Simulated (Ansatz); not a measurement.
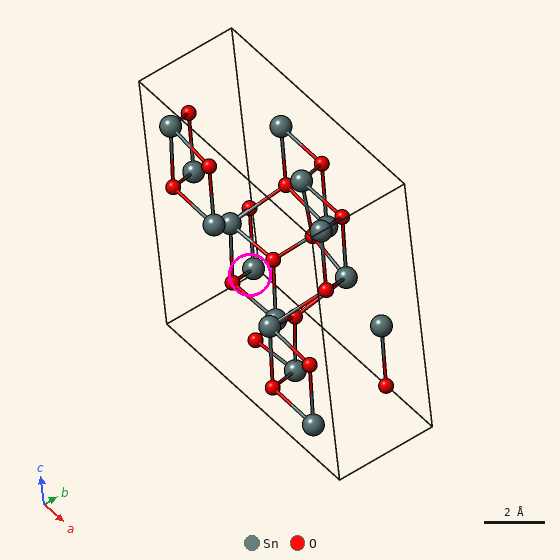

The figure gives a ball-and-stick picture of the atoms, viewed slightly off an axis. The supercell is drawn as a box. The host is SnO, in a cell of 32 sites, and the cell carries a charge of -3. A ring marks the defect's site.

**What defect is present?**

A tin vacancy. Around the empty site lie four O at about 2.5 Å.

The calculation used DFT PBE, scalar-relativistic, plane waves, PAW (Ansatz), with plane-wave cutoff 420 eV, a 3×3×3 k-point grid, Gaussian smearing of 0.02 eV, collinear spins.

**Does the calculation give a net moment?**

Yes, 0.1 μB in the cell.

The atoms were relaxed in the host's cell with DFT PBE, scalar-relativistic, plane waves, PAW (Ansatz 0.2.0).
